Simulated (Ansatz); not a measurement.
**Run report: HfO2, single-point calculation (part 2 of 2)**

Continued. System: HfO2 (P4₂/mnm, 6 atoms in the cell). Method: DFT, HSE06, plane waves, PAW, no spin polarisation (Ansatz 0.2.0); cutoff 420 eV, 4×4×4 k-mesh, fixed occupations. The structure was built on a prototype by a generator. The geometry comes from this level: r2SCAN (a point of a series of strains). It belongs to a series of runs on one base structure; here: epitaxial_xy strain -3.0%.

Geometry of the input (Å; fractional positions):
```
4.6931  0.0000  0.0000
0.0000  4.6931  0.0000
0.0000  0.0000  3.2883
Hf 0.0000  0.0000  0.0000
Hf 0.5000  0.5000  0.5000
O  0.3067  0.3067  0.0000
O  0.1933  0.8067  0.5000
O  0.8067  0.1933  0.5000
O  0.6933  0.6933  0.0000
```

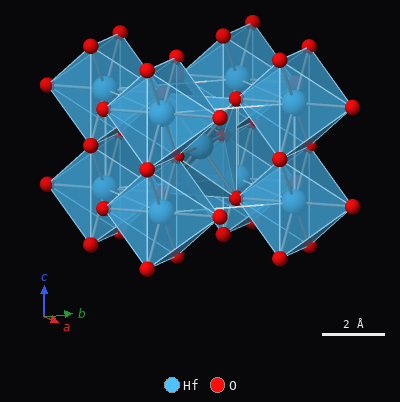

Figure 1. The input geometry (polyhedral view of the cell of the calculation, seen slightly off an axis; polyhedra are completed across the faces of the cell). An atom can appear more than once, as a periodic image.

### Output, continued
```
SCF iter   1: F=—  HF=-33723.337863 eV  |F-HF|=—  |Δ(HF+E_count)|=         —  Δρ=1.16e-4  dr2=3.78e-6  ethr=1.37e-5  ⟨swp⟩=2.0  Hψ=1710  notcnv=0
preconditioner: auto → none  [insulator: Δε(μ)=5.745 eV  Ē_g=20.247 eV  n_scr=30 (ndim 8)  ℏωp=37.0 eV  f_vac=0.083]
SCF iter   2: F=—  HF=-33723.337873 eV  |F-HF|=—  |Δ(HF+E_count)|=   1.01e-5  Δρ=4.55e-5  dr2=5.77e-7  ethr=4.22e-9  ⟨swp⟩=4.8  Hψ=2937  notcnv=0
SCF iter   3: F=—  HF=-33723.337873 eV  |F-HF|=—  |Δ(HF+E_count)|=   3.65e-8  Δρ=2.18e-5  dr2=9.37e-8  ethr=5.87e-10  ⟨swp⟩=3.0  Hψ=1870  notcnv=0
SCF iter   4: F=—  HF=-33723.337874 eV  |F-HF|=—  |Δ(HF+E_count)|=   4.27e-7  Δρ=7.17e-6  dr2=2.40e-8  ethr=7.11e-11  ⟨swp⟩=4.6  Hψ=2669  notcnv=0
SCF iter   5: F=-33723.337874 eV  HF=-33723.337874 eV  |F-HF|=7.28e-12  |Δ(HF+E_count)|=   7.54e-9  Δρ=3.87e-7  dr2=4.35e-10  ethr=2.99e-11  ⟨swp⟩=3.0  Hψ=1983  notcnv=0
SCF 3 converged in 5 iterations: F = -33723.337874 eV  dr2 = 4.35e-10
  Residual-converged pass: ⟨swp⟩=3.3  Hψ=2227  notcnv=0  max |occ|·‖R‖ = 7.6e-7 eV (tolerance 7.7e-7 eV)  dr2=4.32e-10  dr2_onsite=2.21e-11  max |Δocc| = 0.0e0
hybrid outer 2: dexx = +4.174e-6 eV, tail = 3.23e-7 eV, Δε = 9.69e-3 eV (about 4.00e-4 eV left of the loop's levels), ΔF = 5.41e-4 eV/Å (tail 3.21e-4)
Exchange kernel: α = 0.2500, screened, ω = 0.2079 Å⁻¹, Wigner–Seitz truncation, v(0) = 1030.2878 eV·Å³, q-mesh 4×4×4, nearest image of the exchange supercell L = 13.15 Å, pair-density grid 30×30×20, without the augmentation charges, whose exchange is taken in its separable form by FFT convolution over the k-point mesh (sized by the pseudopotential files, 32×32×24 at the most), smooth part of the exact exchange by density-matrix convolution in up to 2.50 GiB of GPU memory as planned if the GPU has room (build and FFT work areas not counted)
Frozen-core exchange: fock
SCF iter   1: F=—  HF=-33723.337874 eV  |F-HF|=—  |Δ(HF+E_count)|=         —  Δρ=5.88e-6  dr2=1.64e-8  ethr=2.13e-9  ⟨swp⟩=3.4  Hψ=1783  notcnv=0
preconditioner: auto → none  [insulator: Δε(μ)=5.745 eV  Ē_g=20.248 eV  n_scr=30 (ndim 8)  ℏωp=37.0 eV  f_vac=0.083]
SCF iter   2: F=-33723.337874 eV  HF=-33723.337874 eV  |F-HF|=1.96e-10  |Δ(HF+E_count)|=   3.29e-9  Δρ=1.36e-6  dr2=8.95e-10  ethr=1.98e-11  ⟨swp⟩=3.9  Hψ=2383  notcnv=0
SCF 4 converged in 2 iterations: F = -33723.337874 eV  dr2 = 8.95e-10
  Residual-converged pass: ⟨swp⟩=2.9  Hψ=1764  notcnv=0  max |occ|·‖R‖ = 1.8e-6 eV (tolerance 1.8e-6 eV)  dr2=9.10e-10  dr2_onsite=2.60e-10  max |Δocc| = 0.0e0
hybrid outer 3: dexx = +4.535e-9 eV, tail = 2.87e-9 eV, Δε = 1.22e-4 eV (about 2.07e-5 eV left of the loop's levels), ΔF = 3.55e-6 eV/Å (tail 3.04e-5)
NSCF: frozen V_eff on 6 k-points
hybrid SCF converged: 3 outer / 15 inner (+2 warm-up), last move |dexx| = 4.54e-9 eV, tail = 2.87e-9 eV
Stability not checked: this state was not tested for a lower state beside it, because the functional holds exact exchange (a hybrid, or Hartree-Fock), whose exchange loop this test does not read (fock_operator; see scf.lower_state_search)
Free energy (F): -33723.337874 eV
Frozen-core exchange: fock
Harris-Foulkes:  -33723.337874 eV  (|F-HF|=1.96e-10)
Internal energy: -33723.337874 eV  (E = F + TS)
E sigma→0 (E₀):  -33723.337874 eV
Fermi energy:    12.045989 eV
--- Per-component energies (eV) ---
  E_band       = -260.134064
  E_kinetic    = 1545.086871
  E_local      = -12684.244030  (includes V_loc(G=0)·N_el)
  E_nonlocal   = -2327.106168
  E_hartree    = 5784.672117
  E_xc         = -709.858011
  E_vxc        = -719.152520  (∫ρ·V_xc dr)
  E_exx        = -309.452183  (= α·E_x^exact, valence–valence)
  E_paw        = -14338.593960  (= ΣΔE_a)
  E_vpaw       = 2974.832337  (= ΣTr[D̂ρ^β])
  E_aug_tail   = 0.010006  (compensation charges beyond the density's cutoff)
  E_ewald      = -10686.049920
  E_core_change = 2.197404  (= ΣΔE_core)
  E_smearing   = -0.000000  (= −TS)
  E_closure    = 0.000002  (closes the sum)
  Σ components = -33723.337874   (vs F -33723.337874, Δ=7.28e-12)
--- Forces (eV/Å), atoms counted from 1 ---
  atom   1  Hf    -0.00000000     0.00000000     0.00000000
  atom   2  Hf    -0.00000000     0.00000000     0.00000000
  atom   3  O      0.03839645     0.03839645     0.00000000
  atom   4  O     -0.03839645     0.03839645     0.00000000
  atom   5  O      0.03839645    -0.03839645     0.00000000
  atom   6  O     -0.03839645    -0.03839645     0.00000000
  max |Σ_I F_I| component: 1.39e-17 eV/Å
--- Stress (GPa, compression-positive) ---
       12.674123       0.000000       0.000000
        0.000000      12.674123       0.000000
        0.000000       0.000000       0.393108
  P = ⅓ Tr σ = 8.5805 GPa (85.805 kbar)
--- Band table (eV; the first three rows and the last of 18) ---
  k-point 0: bands = ["-50.7731", "-50.7571", "-18.5147", "-18.5147", "-18.1038", "-18.1038", "-18.0072", "-17.8993", "-7.3444", "-6.4945", "-5.1109", "-5.1109", "-0.6186", "-0.6186", "-0.6116", "-0.5782", "-0.5755", "-0.5755", "-0.5619", "-0.5619", "-0.5472", "-0.5394", "-0.5130", "-0.5123", "-0.3908", "-0.3908", "6.1102", "6.5654", "7.2957", "8.0786", "8.0786", "10.1604", "10.2174", "10.2174", "11.3246", "11.7775", "11.7775", "12.0460", "17.7914", "17.9429", "19.2670", "19.4508", "19.4508"]
  k-point 1: bands = ["-50.7614", "-50.7501", "-18.4059", "-18.4059", "-18.3368", "-18.2698", "-18.1122", "-18.1122", "-6.6339", "-6.0110", "-5.4857", "-5.4857", "-0.6077", "-0.6077", "-0.5883", "-0.5763", "-0.5750", "-0.5750", "-0.5562", "-0.5562", "-0.5541", "-0.5496", "-0.5348", "-0.5106", "-0.4584", "-0.4584", "7.0217", "7.1952", "7.9582", "8.3126", "8.3126", "8.8607", "9.7603", "10.6471", "10.6471", "11.1577", "11.1577", "11.4251", "18.7434", "19.0318", "19.1658", "19.6539", "19.6539"]
  k-point 2: bands = ["-50.7465", "-50.7465", "-18.6254", "-18.6254", "-18.2508", "-18.2508", "-18.1644", "-18.1644", "-5.8493", "-5.8493", "-5.7431", "-5.7431", "-0.5849", "-0.5849", "-0.5736", "-0.5736", "-0.5735", "-0.5735", "-0.5668", "-0.5668", "-0.5603", "-0.5603", "-0.5149", "-0.5149", "-0.5082", "-0.5082", "7.7285", "7.7285", "8.4427", "8.4427", "8.6969", "8.6969", "9.6673", "9.6673", "10.2991", "10.2991", "11.0901", "11.0901", "19.5315", "19.5315", "19.7218", "19.7218", "20.3305"]
  k-point 17: bands = ["-50.7464", "-50.7464", "-18.6224", "-18.6224", "-18.2603", "-18.2603", "-18.1699", "-18.1699", "-5.9214", "-5.9214", "-5.6405", "-5.6405", "-0.5849", "-0.5849", "-0.5732", "-0.5732", "-0.5720", "-0.5720", "-0.5719", "-0.5719", "-0.5582", "-0.5582", "-0.5097", "-0.5097", "-0.5096", "-0.5096", "7.6252", "7.6252", "7.6413", "7.6413", "8.6620", "8.6620", "10.3297", "10.3297", "10.9110", "10.9110", "11.5951", "11.5951", "19.1200", "19.1200", "19.9767", "19.9767", "20.1252"]
```

### File bands.tsv
```
# k_distance	band_0	band_1	band_2	band_3	band_4	band_5	band_6	band_7	band_8	band_9	band_10	band_11	band_12	band_13	band_14	band_15	band_16	band_17	band_18	band_19	band_20	band_21	band_22	band_23	band_24	band_25	band_26	band_27	band_28	band_29	band_30	band_31	band_32	band_33	band_34	band_35	band_36	band_37	band_38	band_39	band_40	band_41	band_42
# fermi_ev = 12.045989
# lock_threshold_ev = 1e-6
# [0, 0, 0] at k_distance = 0.000000
# [0, 0.5, 0] at k_distance = 0.669402
# [0.5, 0.5, 0] at k_distance = 1.338804
# [0, 0, 0.5] at k_distance = 2.683781
# [0, 0.5, 0.5] at k_distance = 3.353183
# [0.5, 0.5, 0.5] at k_distance = 4.022585
# levels_relative_to = fermi_ev
# free_energy_ev = -33723.337874
# largest_residual_norms_ev = 1.432e-4 1.432e-4 3.740e-4 3.764e-4 6.184e-4 6.325e-4 4.907e-4 5.027e-4 4.037e-4 4.269e-4 5.364e-4 5.048e-4 1.739e-3 1.769e-3 2.326e-3 2.169e-3 1.968e-3 2.022e-3 1.879e-3 2.053e-3 3.960e-3 3.092e-3 2.243e-3 2.184e-3 1.315e-3 1.303e-3 1.349e-3 1.366e-3 1.005e-3 1.024e-3 2.173e-3 1.919e-3 1.483e-3 1.651e-3 1.711e-3 1.714e-3 1.323e-3 1.327e-3 1.193e-3 1.194e-3 1.114e-3 1.115e-3 1.226e-3
0.000000	-62.819052	-62.803084	-30.560646	-30.560646	-30.149826	-30.149826	-30.053147	-29.945276	-19.390415	-18.540518	-17.156868	-17.156868	-12.664563	-12.664563	-12.657545	-12.624237	-12.621482	-12.621482	-12.607870	-12.607870	-12.593171	-12.585342	-12.558986	-12.558288	-12.436791	-12.436791	-5.935767	-5.480608	-4.750301	-3.967366	-3.967366	-1.885555	-1.828603	-1.828603	-0.721378	-0.268457	-0.268457	0.000000	5.745366	5.896932	7.221046	7.404766	7.404766
0.669402	-62.811018	-62.811018	-30.388033	-30.388033	-30.345073	-30.345073	-29.999060	-29.999060	-18.458555	-18.458555	-17.738505	-17.738505	-12.637448	-12.637448	-12.631451	-12.631451	-12.622417	-12.622417	-12.592069	-12.592069	-12.589077	-12.589077	-12.563418	-12.563418	-12.556333	-12.556333	-4.394271	-4.394271	-3.837643	-3.837643	-3.020450	-3.020450	-2.805536	-2.805536	-1.638377	-1.638377	-0.687146	-0.687146	6.525800	6.525800	8.163227	8.163227	8.478989
1.338804	-62.810954	-62.810954	-30.598627	-30.598627	-30.127285	-30.127285	-29.998729	-29.998729	-18.874845	-18.874845	-17.236061	-17.236061	-12.668246	-12.668246	-12.640815	-12.640815	-12.612789	-12.612789	-12.605425	-12.605425	-12.588880	-12.588880	-12.558612	-12.558612	-12.463832	-12.463832	-5.713385	-5.713385	-4.079110	-4.079110	-2.547687	-2.547687	-1.762272	-1.762272	-1.239446	-1.239446	-0.561855	-0.561855	6.189270	6.189270	7.497401	7.497401	8.617868
2.683781	-62.792462	-62.792462	-30.671389	-30.671389	-30.296774	-30.296774	-30.210429	-30.210429	-17.895315	-17.895315	-17.789106	-17.789106	-12.630864	-12.630864	-12.619546	-12.619546	-12.619535	-12.619535	-12.612809	-12.612809	-12.606241	-12.606241	-12.560849	-12.560849	-12.554202	-12.554202	-4.317454	-4.317454	-3.603301	-3.603301	-3.349078	-3.349078	-2.378688	-2.378688	-1.746915	-1.746915	-0.955896	-0.955896	7.485493	7.485493	7.675809	7.675809	8.284529
3.353183	-62.792426	-62.792426	-30.751465	-30.751465	-30.229258	-30.229258	-30.190468	-30.190468	-18.504109	-18.504109	-17.143024	-17.143024	-12.637912	-12.637912	-12.629403	-12.629403	-12.619865	-12.619865	-12.617158	-12.617158	-12.600406	-12.600406	-12.586683	-12.586683	-12.486906	-12.486906	-5.086794	-5.086794	-3.669146	-3.669146	-2.537722	-2.537722	-1.883918	-1.883918	-1.870320	-1.870320	-0.914946	-0.914946	6.032738	6.032738	7.928357	7.928357	9.210740
4.022585	-62.792368	-62.792368	-30.668419	-30.668419	-30.306321	-30.306321	-30.215886	-30.215886	-17.967384	-17.967384	-17.686497	-17.686497	-12.630931	-12.630931	-12.619146	-12.619146	-12.618030	-12.618030	-12.617875	-12.617875	-12.604214	-12.604214	-12.555685	-12.555685	-12.555629	-12.555629	-4.420777	-4.420777	-4.404713	-4.404713	-3.383980	-3.383980	-1.716262	-1.716262	-1.135031	-1.135031	-0.450841	-0.450841	7.073963	7.073963	7.930675	7.930675	8.079223
```

### File rho_z.tsv
```
# z_ang	rho[e/angstrom^3]
# format = ansatz-planar-average/11
# lattice	4.693133719	0.000000000	0.000000000
# lattice	0.000000000	4.693133719	0.000000000
# lattice	0.000000000	0.000000000	3.288289073
# sites	6
# site	72	0.000000000	0.000000000	0.000000000
# site	72	2.346566859	2.346566859	1.644144536
# site	8	1.439599409	1.439599409	0.000000000
# site	8	0.906967450	3.786166269	1.644144536
# site	8	3.786166269	0.906967450	1.644144536
# site	8	3.253534309	3.253534309	0.000000000
0.000000	1.859281e0
0.137012	1.729918e0
0.274024	1.395597e0
0.411036	9.876921e-1
0.548048	6.419536e-1
0.685060	4.304211e-1
0.822072	3.616810e-1
0.959084	4.304211e-1
1.096096	6.419536e-1
1.233108	9.876921e-1
1.370120	1.395597e0
1.507132	1.729918e0
1.644145	1.859281e0
1.781157	1.729918e0
1.918169	1.395597e0
2.055181	9.876921e-1
2.192193	6.419536e-1
2.329205	4.304211e-1
2.466217	3.616810e-1
2.603229	4.304211e-1
2.740241	6.419536e-1
2.877253	9.876921e-1
3.014265	1.395597e0
3.151277	1.729918e0
```

### Summary

- outcome: converged
- space group (tolerance 0.01 Å): P4₂/mnm (136)
- electrons treated: 76
- free energy: −33723.3379 eV
- Fermi energy: 12.046 eV
- gap on the k-point mesh: 5.75 eV
- pressure: 8.58 GPa
- largest force (length of the vector): 0.054 eV/Å
- hardware: 1 × NVIDIA H100 80GB HBM3, 2 threads of AMD EPYC (Zen 3), 144 GiB of memory available, shared host
- wall time: 41 s (CPU time 60 s)
- peak memory: 2.3 GiB

### Remarks

The program warns: the exchange loop's threshold is looser than advised for the stress; the SCF threshold is looser than advised for the printed stress. Spin–orbit coupling is left out, which matters for Hf.
